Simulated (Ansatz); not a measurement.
# Run report: BiS2, band-structure calculation (part 1 of 2)

The run: band-structure calculation of BiS2 (12 atoms in the cell). Method and program: DFT PBEsol, spin-orbit coupling, plane waves, PAW (Ansatz 0.2.0).

The structure derives from a Materials Project entry. Figures and captions count atoms from 1; the log counts them from 0 in places.

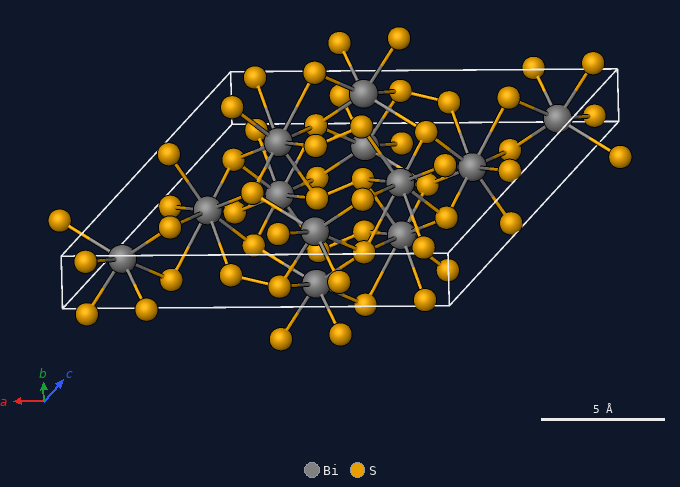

Figure 1. The structure (ball-and-stick view of the cell 2 times as large as that of the calculation, set on its symmetry axes, seen at an oblique angle; bonded neighbours outside the cell are drawn too). An atom can appear more than once, as a periodic image.

### The input
```yaml
crystal:
  lattice:
    - [7.878450245, -1.9965712457, 0.034098489]
    - [7.878450245, 1.9965712457, 0.034098489]
    - [-6.9420619399, 0.0, 8.8047083546]
  atoms:
    - { symbol: Bi, position: [0.7072331335, 0.7072331335, 0.6130218308] }
    - { symbol: Bi, position: [0.6010695017, 0.6010695017, 0.8744218848] }
    - { symbol: Bi, position: [0.3989304983, 0.3989304983, 0.1255781152] }
    - { symbol: Bi, position: [0.2927668665, 0.2927668665, 0.3869781692] }
    - { symbol: S, position: [0.6535058669, 0.6535058669, 0.337529168] }
    - { symbol: S, position: [0.2145003993, 0.2145003993, 0.8475970476] }
    - { symbol: S, position: [0.0769199359, 0.0769199359, 0.0320342846] }
    - { symbol: S, position: [0.7854996007, 0.7854996007, 0.1524029524] }
    - { symbol: S, position: [0.9635266446, 0.9635266446, 0.5520897753] }
    - { symbol: S, position: [0.9230800641, 0.9230800641, 0.9679657154] }
    - { symbol: S, position: [0.3464941331, 0.3464941331, 0.662470832] }
    - { symbol: S, position: [0.0364733554, 0.0364733554, 0.4479102247] }
basis:
  ecutwfc: 420
kpoints:
  mp_grid: { grid: [8, 8, 4] }
  band_path:
    path:
      - [[0.0, 0.0, 0.0], [-0.27585989, 0.27585989, 0.0]]
      - [[-0.72414011, -0.27585989, 0.0], [-0.5, -0.5, 0.0], [0.0, 0.0, 0.0], [-0.5, -0.5, 0.5], [-0.74651742, -0.25348258, 0.5]]
      - [[-0.25348258, 0.25348258, 0.5], [0.0, 0.0, 0.5], [0.0, 0.0, 0.0]]
      - [[-0.5, 0.0, 0.5], [0.0, 0.0, 0.0], [-0.5, 0.0, 0.0]]
    npoints: 10
hamiltonian:
  xc: pbesol
scf:
  occupations: { method: gaussian, width: 0.02 }
output:
  forces: true
  stress: true
  eigenvalues: true
  populations: true
  dos: { projected: true, de: 0.02 }
  bader: false
  write_density: true
  write_potential: true
  elf: true
  volumetric_format: npy
magnetization:
  noncollinear: true
  spin_orbit: true
```

Run as:
```bash
ansatz run input.yaml --threads 8 --pin off --max-ram 22528MiB --backend cpu --events-out ev --progress --plain --runs-dir out
```

### The program's output
```
basis.fft_grid_basis auto: the FFT boxes are laid along the combinations [[1, -1, 0], [0, 1, 0], [1, 0, 1]] of the cell's own vectors, 3.993, 8.128 and 9.110 Å long. The dense box has 27×60×64 points. Along the cell's own vectors, as sized, it would have 60×60×75, 2.60 times as many. Of the 4 symmetry operations that the crystal satisfies within crystal.symmetry.tolerance (time reversal apart; of a slab, those that keep its plane) the dense box along the cell's own vectors carries 4, and the one as laid loses 2 of those. basis.fft_grid_basis: typed keeps the cell's own vectors: state it where this run's energies or levels are differenced outside the engine with another run's, or held beside a run that keeps those vectors. Those combinations have planes normal to reciprocal vector 3, as the cell's own vectors have. Each planar average written beside output.write_density, output.write_potential has a row for each plane of the box: 64. The volumetric files lie along those combinations, not along the cell's own vectors: a cube or XSF file states them, and fields.json those of NumPy files.
Engine: ansatz 0.2.0, x86_64-unknown-linux-gnu
Pseudopotentials: kind: paw_fr
Pseudopotential: Bi, paw_fr, valence charge 15, recommended cutoff 420 eV (normal), Bi.paw.azcp#standard-fr
Pseudopotential: S, paw_fr, valence charge 6, recommended cutoff 420 eV (normal), S.paw.azcp#standard-fr
Functional definition: PBEsol
  exchange = pbesol_x
  correlation = pbesol_c
non-collinear run that drives no moment, with spin-orbit: no starting moment large enough to seed its density (crystal.atoms[].spin), no starting occupations that ask for one, no magnetisation constraint and no magnetic field, so the semilocal B_xc is pinned to zero
Crystal: 12 atoms, lattice volume = 277.939 Å³
Basis set: ecut = 420 eV, 5441 PW (Γ), FFT grids on a1−a2, a2, a1+a3, exchange–correlation on 54×120×128 points (8 copies of the dense FFT grid, shifted against one another)
Bands: 132, of which v1, the nominal top of the filled ones, is band 108 counted from 1 (107 counted from 0)
Symmetry: 4 space group operations + 4 with time reversal
Magnetic group: BNS 12.59 (UNI 66), of the structure as read, at distance tolerance 6.5e-5 Å
k-points: 78 of 256
Projection manifold: j_resolved (fully-relativistic pseudo-atomic orbitals)
Non-local potential: Bi, projectors of the file, l = 0: 2, l = 1: 4, l = 2: 4, l = 3: 4
Non-local potential: S, projectors of the file, l = 0: 2, l = 1: 4, l = 2: 4
PAW form: soft (Blöchl's): semilocal exchange-correlation on the pseudo side does not see the compensation charge
PAW frozen core: Bi, regenerated for the run's functional, and the local potential with it (the file was generated under x = pbe(κ = 0.804, μ = 0.2195149727645171), c = pbe(β = 0.06672455060314922))
PAW frozen core: S, regenerated for the run's functional, and the local potential with it (the file was generated under x = pbe(κ = 0.804, μ = 0.2195149727645171), c = pbe(β = 0.06672455060314922))
PAW one-centre angular grid: Bi, 590 points (default); XC on 64 Gauss nodes
PAW one-centre angular grid: S, 110 points (default); XC on 64 Gauss nodes
Initial density: superposition of atomic densities (chi_scale 0.1, normalization cell, long waves kept (reshape's long-wave potential 0.06 eV rms))
Initial wavefunctions: pseudopotential atomic-orbital guess
Functional: x = pbesol(κ = 0.804, μ = 0.12345679012345678), c = pbesol(β = 0.046)
SCF iter   1: F=—  HF=-56214.222348 eV  |F-HF|=—  |Δ(HF+E_count)|=         —  Δρ=2.93e-2  dr2=3.25e0  dr2_m=0.00e0 (ungated)  ethr=3.10e-3  |M|=0.00e0 ∫|m|=0.00e0 μB  |m|>n=0.0e0 m-floor=0.0e0 τ_xc=0.0e0  β_m=0.30  ⟨swp⟩=6.0  Hψ=23845  notcnv=0  defer=62
preconditioner: auto → Resta (q_TF=auto, 2.331 Å⁻¹)  ε∞=5.4  [insulator: Δε(μ)=0.586 eV  Ē_g=8.796 eV  σ=0.020 eV  W_gap=1.00  n_scr=60 (ndim 8)  ℏωp=18.4 eV  f_vac=0.000  D(μ)=0.00/eV (n_scr^D=0)  ε∞_Penn≈5.4]
spin=Noncollinear: Resta preconditioning applied to the charge; magnetization (m_x, m_y, m_z) channels mix plain (no charge-response kernel on spin).
SCF iter   2: F=—  HF=-56213.749509 eV  |F-HF|=—  |Δ(HF+E_count)|=   4.73e-1  Δρ=2.03e-2  dr2=1.19e0  dr2_m=0.00e0 (ungated)  ethr=3.01e-3  |M|=0.00e0 ∫|m|=0.00e0 μB  |m|>n=0.0e0 m-floor=0.0e0 τ_xc=0.0e0  β_m=0.54  ⟨swp⟩=1.0  Hψ=5928  notcnv=0  defer=528
SCF iter   3: F=—  HF=-56213.500714 eV  |F-HF|=—  |Δ(HF+E_count)|=   2.49e-1  Δρ=5.57e-3  dr2=7.47e-2  dr2_m=0.00e0 (ungated)  ethr=1.10e-3  |M|=0.00e0 ∫|m|=0.00e0 μB  |m|>n=0.0e0 m-floor=0.0e0 τ_xc=0.0e0  β_m=0.67  ⟨swp⟩=2.0  Hψ=5994  notcnv=0  defer=1344
SCF iter   4: F=—  HF=-56213.495642 eV  |F-HF|=—  |Δ(HF+E_count)|=   5.07e-3  Δρ=1.09e-3  dr2=4.93e-3  dr2_m=0.00e0 (ungated)  ethr=6.92e-5  |M|=0.00e0 ∫|m|=0.00e0 μB  |m|>n=0.0e0 m-floor=0.0e0 τ_xc=0.0e0  β_m=0.76  ⟨swp⟩=3.2  Hψ=7604  notcnv=0  defer=1354
SCF iter   5: F=—  HF=-56213.496679 eV  |F-HF|=—  |Δ(HF+E_count)|=   1.04e-3  Δρ=4.76e-4  dr2=1.17e-3  dr2_m=0.00e0 (ungated)  ethr=4.56e-6  |M|=0.00e0 ∫|m|=0.00e0 μB  |m|>n=0.0e0 m-floor=0.0e0 τ_xc=0.0e0  β_m=0.81  ⟨swp⟩=2.0  Hψ=5966  notcnv=0  defer=1354
SCF iter   6: F=—  HF=-56213.496943 eV  |F-HF|=—  |Δ(HF+E_count)|=   2.64e-4  Δρ=1.50e-4  dr2=8.87e-5  dr2_m=0.00e0 (ungated)  ethr=1.09e-6  |M|=0.00e0 ∫|m|=0.00e0 μB  |m|>n=0.0e0 m-floor=0.0e0 τ_xc=0.0e0  β_m=0.91  ⟨swp⟩=2.0  Hψ=6276  notcnv=0  defer=1354
SCF iter   7: F=—  HF=-56213.497159 eV  |F-HF|=—  |Δ(HF+E_count)|=   2.16e-4  Δρ=3.61e-5  dr2=5.27e-6  dr2_m=0.00e0 (ungated)  ethr=8.22e-8  |M|=0.00e0 ∫|m|=0.00e0 μB  |m|>n=0.0e0 m-floor=0.0e0 τ_xc=0.0e0  β_m=0.95  ⟨swp⟩=2.0  Hψ=6935  notcnv=0  defer=1354
SCF iter   8: F=—  HF=-56213.497162 eV  |F-HF|=—  |Δ(HF+E_count)|=   3.29e-6  Δρ=1.26e-5  dr2=8.11e-7  dr2_m=0.00e0 (ungated)  ethr=4.88e-9  |M|=0.00e0 ∫|m|=0.00e0 μB  |m|>n=0.0e0 m-floor=0.0e0 τ_xc=0.0e0  β_m=0.92  ⟨swp⟩=2.0  Hψ=7241  notcnv=0  defer=1354
SCF iter   9: F=-56213.497162 eV  HF=-56213.497162 eV  |F-HF|=1.83e-8  |Δ(HF+E_count)|=   8.92e-8  Δρ=3.22e-6  dr2=5.33e-8  dr2_m=0.00e0 (ungated)  ethr=9.26e-11  |M|=0.00e0 ∫|m|=0.00e0 μB  |m|>n=0.0e0 m-floor=0.0e0 τ_xc=0.0e0  ⟨swp⟩=15.1  Hψ=46007  notcnv=0
SCF 1 converged in 9 iterations: F = -56213.497162 eV  dr2 = 5.33e-8
  greatest PAW one-centre occupation: 0.989 electrons in one spin orbital (limit 2), on the Bi atom at site 1 (counted from 0), in its partial waves of l = 2
NSCF: frozen V_eff on 94 k-points
SCF converged after 9 iterations
Magnetization: |M| = 0.0000 μB,  M = (+0.0000, +0.0000, +0.0000) μB
Absolute magnetization: 0.0000 μB (∫|m|)
  site 0: m = (+0.0000, +0.0000, +0.0000) μB, |m| = 0.0000 μB  (R = 1.09 Å)
  site 1: m = (+0.0000, +0.0000, +0.0000) μB, |m| = 0.0000 μB  (R = 1.09 Å)
  site 2: m = (+0.0000, +0.0000, +0.0000) μB, |m| = 0.0000 μB  (R = 1.09 Å)
  site 3: m = (+0.0000, +0.0000, +0.0000) μB, |m| = 0.0000 μB  (R = 1.09 Å)
  site 4: m = (+0.0000, +0.0000, +0.0000) μB, |m| = 0.0000 μB  (R = 1.09 Å)
  site 5: m = (+0.0000, +0.0000, +0.0000) μB, |m| = 0.0000 μB  (R = 1.09 Å)
  site 6: m = (+0.0000, +0.0000, +0.0000) μB, |m| = 0.0000 μB  (R = 0.85 Å)
  site 7: m = (+0.0000, +0.0000, +0.0000) μB, |m| = 0.0000 μB  (R = 1.09 Å)
  site 8: m = (+0.0000, +0.0000, +0.0000) μB, |m| = 0.0000 μB  (R = 0.86 Å)
  site 9: m = (+0.0000, +0.0000, +0.0000) μB, |m| = 0.0000 μB  (R = 0.85 Å)
  site 10: m = (+0.0000, +0.0000, +0.0000) μB, |m| = 0.0000 μB  (R = 1.09 Å)
  site 11: m = (+0.0000, +0.0000, +0.0000) μB, |m| = 0.0000 μB  (R = 0.86 Å)
Free energy (F): -56213.497162 eV
Harris-Foulkes:  -56213.497162 eV  (|F-HF|=1.83e-8)
Internal energy: -56213.497162 eV  (E = F + TS)
E sigma→0 (E₀):  -56213.497162 eV
Fermi energy:    8.689731 eV
--- Per-component energies (eV) ---
  E_band       = -404.072808
  E_kinetic    = 2060.819548
  E_local      = -7179.074057  (includes V_loc(G=0)·N_el)
  E_nonlocal   = 2491.763146
  E_hartree    = 2346.349675
  E_xc         = -1372.826115
  E_vxc        = -1277.528055  (∫ρ·V_xc dr)
  E_paw        = -46876.715036  (= ΣΔE_a)
  E_vpaw       = -1192.754398  (= ΣTr[D̂ρ^β])
  E_aug_tail   = -0.001599  (compensation charges beyond the density's cutoff)
  E_ewald      = -7684.717744
  E_core_change = 0.905020  (= ΣΔE_core)
  E_smearing   = -0.000000  (= −TS)
  E_closure    = 0.000000  (closes the sum)
  Σ components = -56213.497162   (vs F -56213.497162, Δ=0.00e0)
--- Forces (eV/Å), atoms counted from 1 ---
  atom   1  Bi    -0.00893574    -0.00000000    -0.02579793
  atom   2  Bi     0.05908039    -0.00000000    -0.00700167
  atom   3  Bi    -0.05908039     0.00000000     0.00700167
  atom   4  Bi     0.00893574     0.00000000     0.02579793
  atom   5  S     -0.02520688    -0.00000000    -0.02349006
  atom   6  S      0.01999278     0.00000000    -0.01844878
  atom   7  S     -0.18285336    -0.00000000     0.01804807
  atom   8  S     -0.01999278    -0.00000000     0.01844878
  atom   9  S      0.16039887     0.00000000    -0.00658685
  atom  10  S      0.18285336     0.00000000    -0.01804807
  atom  11  S      0.02520688     0.00000000     0.02349006
  atom  12  S     -0.16039887    -0.00000000     0.00658685
  max |Σ_I F_I| component: 2.78e-17 eV/Å
--- Stress (GPa, compression-positive) ---
        0.192875      -0.000000       0.037480
       -0.000000       0.601291      -0.000000
        0.037480      -0.000000       0.473736
  P = ⅓ Tr σ = 0.4226 GPa (4.226 kbar)
--- Band table (eV; the first three rows and the last of 78) ---
```
